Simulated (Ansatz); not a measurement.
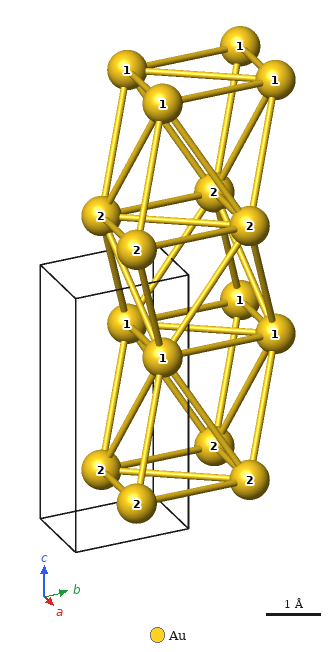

The starting point is a symmetric starting cell of Au. Style: ball-and-stick. Shown: the cell of the calculation, repeated 2 × 2 × 2 with one cell outlined, slightly off an axis.

Level of theory: DFT LDA, scalar-relativistic, plane waves, PAW (Ansatz). (plane-wave cutoff 420 eV; k-point mesh 18 × 18 × 10; occupations gaussian; smearing width 0.1 eV; no spin polarisation)

Change: All lengths are scaled by −2.2 % (volume −6.3 %), the atoms keeping their fractional coordinates. No relaxation follows. The starting cell wasn't computed here and needn't be at equilibrium, so pressure and forces aren't due to the change alone.

Q: Predict the response.

A: The pressure is −0.7 GPa (not all of it need come from the change, since the unchanged cell can be under pressure at this level too). The principal stresses (compression positive) are −0.8 GPa along c and −0.6 GPa across it. All forces vanish by symmetry. Among the bonded contacts that change: Au–Au 2.959 → 2.896 Å, Au–Au 2.900 → 2.838 Å. The space group stays P6_3/mmc (No. 194).

Drawn alike, the variant:

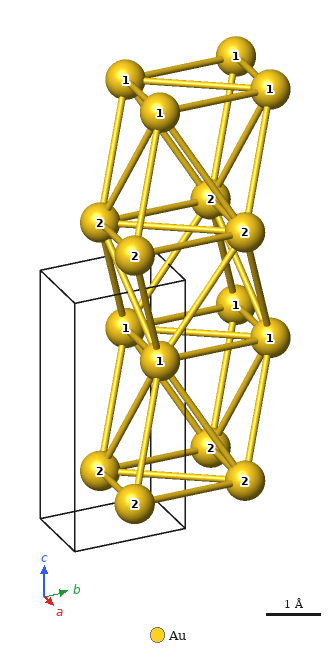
